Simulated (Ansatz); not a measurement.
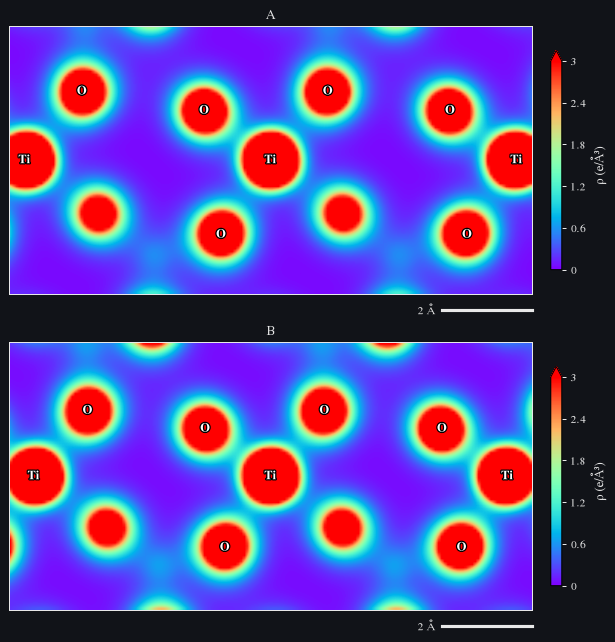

TiO2. The valence charge density (pseudo) of two cells that differ in size and shape, on the (111) plane of each (indices in the axes of the calculation cell), at one length scale and on one colour scale: A has 10.3 Å³ an atom and B 9.3.

Level of theory: DFT LDA, scalar-relativistic, plane waves, PAW in Ansatz.

In a PAW calculation such maps are meaningful between the atoms, not at the nuclei.

What does the compression do to the bonding and the properties?

Answer. From the larger cell to the smaller, Ti–O goes from 1.85 to 1.80 Å, and the density at its midpoint from 0.96 to 1.1 e/Å³; the pressure goes from −3.8 to 26 GPa; the Kohn–Sham gap goes from 2.1 eV to 2.3 eV.

PAW datasets: the set soft_1.
